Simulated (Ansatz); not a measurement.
**Two runs on MoTe₂**

System: MoTe₂ (P6₃/mmc, 6 atoms in the cell).
Method of run A: DFT PBE+D3(BJ), scalar-relativistic, plane waves, PAW, no spin polarisation (Ansatz 0.2.0).

The structure derives from an entry of the Crystallography Open Database. Text and figures count atoms from 1; the logs count them from 0 in places.

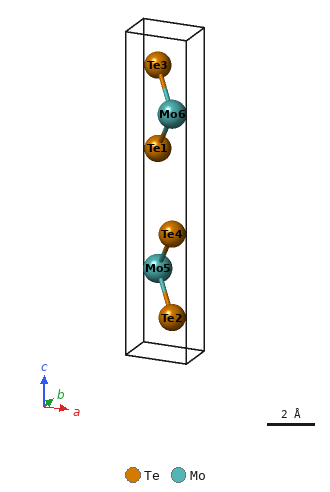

The input geometry (ball-and-stick view of the cell of the calculation, seen slightly off an axis; atoms are numbered from 1 in the order of the input). Near neighbours in the crystal (not all of them lie inside the picture): Te has 3 Mo at 2.72 Å; Mo has 6 Te at 2.72 Å.

## Input, run A
```yaml
crystal:
  lattice:
    - [3.5182, 0.0, 0.0]
    - [-1.7591, 3.0468505756, 0.0]
    - [0.0, 0.0, 13.9736]
  atoms:
    - { symbol: Te, position: [0.3333333333, 0.6666666667, 0.621] }
    - { symbol: Te, position: [0.6666666667, 0.3333333333, 0.121] }
    - { symbol: Te, position: [0.3333333333, 0.6666666667, 0.879] }
    - { symbol: Te, position: [0.6666666667, 0.3333333333, 0.379] }
    - { symbol: Mo, position: [0.3333333333, 0.6666666667, 0.25] }
    - { symbol: Mo, position: [0.6666666667, 0.3333333333, 0.75] }
basis:
  ecutwfc: 420
kpoints:
  mp_grid: { grid: [12, 12, 2] }
hamiltonian:
  xc: pbe
  dispersion: d3bj
scf:
  occupations: { method: gaussian, width: 0.02 }
output:
  forces: true
  stress: true
  eigenvalues: true
  populations: true
```

Command:
```bash
ansatz run input.yaml --threads 2 --pin off --max-ram 5120MiB --backend cpu --events-out ev --progress --plain --runs-dir out
```

Hardware: 2 threads of Arm Neoverse V1, 24 GiB of memory available, shared host.

## Output, shortened to warnings, some set-up lines, iterations and results (run A)
```
Basis set: ecut = 420 eV, 2909 PW (Γ), exchange–correlation on 48×48×192 points (8 copies of the dense FFT grid, shifted against one another)
Symmetry: 24 space group operations
k-points: 38 of 288
Initial density: superposition of atomic densities (neutral atoms: chi_scale 0, normalization atom), corrected by the library's trained network
[...]
SCF iter   1: F=—  HF=-37836.602430 eV  |F-HF|=—  |Δ(HF+E_count)|=         —  Δρ=4.19e-3  dr2=8.78e-3  ethr=1.77e-3  ⟨swp⟩=7.9  Hψ=8352  notcnv=0  defer=3
SCF iter   2: F=—  HF=-37836.610651 eV  |F-HF|=—  |Δ(HF+E_count)|=   8.22e-3  Δρ=2.48e-3  dr2=3.04e-3  ethr=9.54e-6  ⟨swp⟩=2.0  Hψ=3431  notcnv=0  defer=104
SCF iter   3: F=—  HF=-37836.614767 eV  |F-HF|=—  |Δ(HF+E_count)|=   4.12e-3  Δρ=1.01e-3  dr2=2.77e-3  ethr=3.31e-6  ⟨swp⟩=2.0  Hψ=2892  notcnv=0  defer=104
SCF iter   4: F=—  HF=-37836.614921 eV  |F-HF|=—  |Δ(HF+E_count)|=   1.54e-4  Δρ=1.25e-4  dr2=1.93e-5  ethr=3.01e-6  ⟨swp⟩=2.0  Hψ=2395  notcnv=0  defer=104
SCF iter   5: F=—  HF=-37836.615002 eV  |F-HF|=—  |Δ(HF+E_count)|=   8.11e-5  Δρ=5.23e-5  dr2=4.51e-6  ethr=2.10e-8  ⟨swp⟩=2.4  Hψ=3267  notcnv=0  defer=104
SCF iter   6: F=—  HF=-37836.615012 eV  |F-HF|=—  |Δ(HF+E_count)|=   9.86e-6  Δρ=1.30e-5  dr2=3.17e-7  ethr=4.91e-9  ⟨swp⟩=2.0  Hψ=2702  notcnv=0  defer=104
SCF iter   7: F=-37836.615012 eV  HF=-37836.615012 eV  |F-HF|=1.69e-8  |Δ(HF+E_count)|=   3.70e-7  Δρ=4.23e-6  dr2=3.45e-8  ethr=1.09e-10  ⟨swp⟩=10.7  Hψ=8671  notcnv=0
SCF 1 converged in 7 iterations: F = -37836.615012 eV  dr2 = 3.45e-8
SCF converged after 7 iterations
Free energy (F): -37836.615012 eV
Harris-Foulkes:  -37836.615012 eV  (|F-HF|=1.69e-8)
Internal energy: -37836.615012 eV  (E = F + TS)
E sigma→0 (E₀):  -37836.615012 eV
Fermi energy:    12.857328 eV
--- Per-component energies (eV) ---
  E_band       = -1144.059901
  E_kinetic    = 1609.780762
  E_local      = -7394.324335  (includes V_loc(G=0)·N_el)
  E_nonlocal   = -952.599069
  E_hartree    = 4140.464467
  E_xc         = -866.129615
  E_vxc        = -877.432870  (∫ρ·V_xc dr)
  E_paw        = -25053.964572  (= ΣΔE_a)
  E_vpaw       = -1810.418052  (= ΣTr[D̂ρ^β])
  E_aug_tail   = -0.000600  (compensation charges beyond the density's cutoff)
  E_ewald      = -9316.621616
  E_disp       = -3.220435  (pairwise vdW)
  E_smearing   = -0.000000  (= −TS)
  E_closure    = 0.000000  (closes the sum)
  Σ components = -37836.615012   (vs F -37836.615012, Δ=0.00e0)
--- Forces (eV/Å), atoms counted from 1 ---
  atom   1  Te     0.00000000     0.00000000    -0.16637822
  atom   2  Te    -0.00000000    -0.00000000    -0.16637822
  atom   3  Te    -0.00000000     0.00000000     0.16637822
  atom   4  Te    -0.00000000    -0.00000000     0.16637822
  atom   5  Mo     0.00000000     0.00000000     0.00000000
  atom   6  Mo     0.00000000    -0.00000000     0.00000000
  max |Σ_I F_I| component: 9.25e-18 eV/Å
--- Stress (GPa, compression-positive) ---
       -0.754269       0.000000       0.000000
       -0.000000      -0.754269       0.000000
        0.000000       0.000000      -0.077484
  P = ⅓ Tr σ = -0.5287 GPa (-5.287 kbar)
--- Löwdin populations: 6 sites ---
  site symbol       q [e]
     0     Te     15.8708
     1     Te     15.8708
     2     Te     15.8708
     3     Te     15.8708
     4     Mo     14.0619
     5     Mo     14.0619
  spilling = 0.004270 (of n_electrons = 92.000000)
```

For run B the input was changed thus:
```diff
-    - [3.5182, 0.0, 0.0]
-    - [-1.7591, 3.0468505756, 0.0]
-    - [0.0, 0.0, 13.9736]
+    - [3.5326885746, 0.0, 0.0]
+    - [-1.7663442873, 3.0593980493, 0.0]
+    - [0.0, 0.0, 14.2260722923]
-    - { symbol: Te, position: [0.3333333333, 0.6666666667, 0.621] }
-    - { symbol: Te, position: [0.6666666667, 0.3333333333, 0.121] }
-    - { symbol: Te, position: [0.3333333333, 0.6666666667, 0.879] }
-    - { symbol: Te, position: [0.6666666667, 0.3333333333, 0.379] }
+    - { symbol: Te, position: [0.3333333333, 0.6666666667, 0.6226378491] }
+    - { symbol: Te, position: [0.6666666667, 0.3333333333, 0.1226378491] }
+    - { symbol: Te, position: [0.3333333333, 0.6666666667, 0.8773621509] }
+    - { symbol: Te, position: [0.6666666667, 0.3333333333, 0.3773621509] }
-  ecutwfc: 420
+  ecutwfc: "450 eV"
-  populations: true
```

What does this change do to the results?

With the same functional and potentials, run B lies 5.4 meV per atom higher (other lines of the input change too). The gap on the mesh goes from 0.76 to 0.84 eV. The pressure goes from −0.53 to −1.91 GPa. The largest force goes from 0.166 to 0.000 eV/Å. The volume per atom goes from 24.96 to 25.63 Å³. The number of SCF iterations is the same. The plane waves at Γ go from 2909 to 3313.

## Output, shortened to warnings, some set-up lines, iterations and results (run B)
```
Basis set: ecut = 450 eV, 3313 PW (Γ), exchange–correlation on 50×50×200 points (8 copies of the dense FFT grid, shifted against one another)
Symmetry: 24 space group operations
k-points: 38 of 288
Initial density: superposition of atomic densities (neutral atoms: chi_scale 0, normalization atom), corrected by the library's trained network
[...]
SCF iter   1: F=—  HF=-37836.569903 eV  |F-HF|=—  |Δ(HF+E_count)|=         —  Δρ=4.14e-3  dr2=7.73e-3  ethr=1.77e-3  ⟨swp⟩=7.7  Hψ=8306  notcnv=0  defer=1
SCF iter   2: F=—  HF=-37836.578240 eV  |F-HF|=—  |Δ(HF+E_count)|=   8.34e-3  Δρ=2.43e-3  dr2=2.92e-3  ethr=8.40e-6  ⟨swp⟩=2.1  Hψ=3428  notcnv=0  defer=107
SCF iter   3: F=—  HF=-37836.582661 eV  |F-HF|=—  |Δ(HF+E_count)|=   4.42e-3  Δρ=5.49e-4  dr2=1.38e-3  ethr=3.17e-6  ⟨swp⟩=2.0  Hψ=2978  notcnv=0  defer=69
SCF iter   4: F=—  HF=-37836.582530 eV  |F-HF|=—  |Δ(HF+E_count)|=   1.31e-4  Δρ=1.47e-4  dr2=2.39e-5  ethr=1.50e-6  ⟨swp⟩=2.0  Hψ=2192  notcnv=0  defer=69
SCF iter   5: F=—  HF=-37836.582582 eV  |F-HF|=—  |Δ(HF+E_count)|=   5.19e-5  Δρ=6.69e-5  dr2=7.24e-6  ethr=2.60e-8  ⟨swp⟩=2.0  Hψ=2649  notcnv=0  defer=69
SCF iter   6: F=—  HF=-37836.582598 eV  |F-HF|=—  |Δ(HF+E_count)|=   1.58e-5  Δρ=1.57e-5  dr2=5.64e-7  ethr=7.87e-9  ⟨swp⟩=2.0  Hψ=2699  notcnv=0  defer=69
SCF iter   7: F=-37836.582598 eV  HF=-37836.582598 eV  |F-HF|=6.13e-9  |Δ(HF+E_count)|=   4.33e-7  Δρ=5.14e-6  dr2=5.75e-8  ethr=1.09e-10  ⟨swp⟩=10.6  Hψ=8446  notcnv=0
SCF 1 converged in 7 iterations: F = -37836.582598 eV  dr2 = 5.75e-8
SCF converged after 7 iterations
Free energy (F): -37836.582598 eV
Harris-Foulkes:  -37836.582598 eV  (|F-HF|=6.13e-9)
Internal energy: -37836.582598 eV  (E = F + TS)
E sigma→0 (E₀):  -37836.582598 eV
Fermi energy:    12.386921 eV
--- Per-component energies (eV) ---
  E_band       = -1183.241166
  E_kinetic    = 1607.704835
  E_local      = -7680.746883  (includes V_loc(G=0)·N_el)
  E_nonlocal   = -952.832737
  E_hartree    = 4264.566663
  E_xc         = -865.186742
  E_vxc        = -876.138913  (∫ρ·V_xc dr)
  E_paw        = -25053.853110  (= ΣΔE_a)
  E_vpaw       = -1810.361637  (= ΣTr[D̂ρ^β])
  E_aug_tail   = -0.000008  (compensation charges beyond the density's cutoff)
  E_ewald      = -9153.096589
  E_disp       = -3.138027  (pairwise vdW)
  E_smearing   = -0.000000  (= −TS)
  E_closure    = -0.000000  (closes the sum)
  Σ components = -37836.582598   (vs F -37836.582598, Δ=0.00e0)
--- Forces (eV/Å), atoms counted from 1 ---
  atom   1  Te     0.00000000     0.00000000     0.00024677
  atom   2  Te     0.00000000    -0.00000000     0.00024677
  atom   3  Te     0.00000000     0.00000000    -0.00024677
  atom   4  Te     0.00000000    -0.00000000    -0.00024677
  atom   5  Mo     0.00000000     0.00000000     0.00000000
  atom   6  Mo     0.00000000    -0.00000000     0.00000000
  max |Σ_I F_I| component: 1.97e-17 eV/Å
--- Stress (GPa, compression-positive) ---
       -1.907601       0.000000       0.000000
        0.000000      -1.907601       0.000000
        0.000000       0.000000      -1.901410
  P = ⅓ Tr σ = -1.9055 GPa (-19.055 kbar)
```

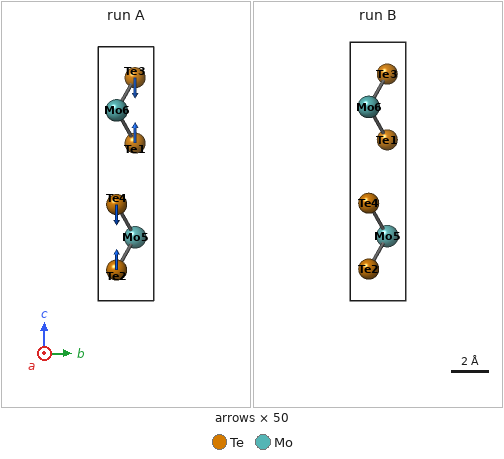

The two input geometries at one scale (ball-and-stick view of the cell of the calculation, along the a axis). The blue arrows on the first give the shifts of the atoms relative to the cell, with their mean removed, magnified 50 times. The largest moves relative to the cell, 0.023 Å, are those of Te1, Te2, Te3 and Te4. Mo stays in place. (The mean shift of all atoms is removed.) Cell: a = b 3.518 → 3.533 Å (+0.4 %), c 13.974 → 14.226 Å (+1.8 %). Volume +2.6 %. Among the contacts that change: Te1–Mo6 2.716 → 2.728 Å.

## The two runs side by side

| quantity | run A | run B |
| --- | --- | --- |
| outcome | converged | converged |
| free energy per atom (eV) | −6306.1025 | −6306.0971 |
| gap on the mesh (eV) | 0.76 | 0.84 |
| pressure (GPa) | −0.53 | −1.91 |
| volume per atom (Å³) | 24.96 | 25.63 |
| largest force (eV/Å) | 0.166 | 0.000 |
| SCF iterations | 7 | 7 |
| irreducible k-points | 38 | 38 |
| plane waves at Γ | 2909 | 3313 |
| wall time (shared host) | 9.8 s | 9.1 s |
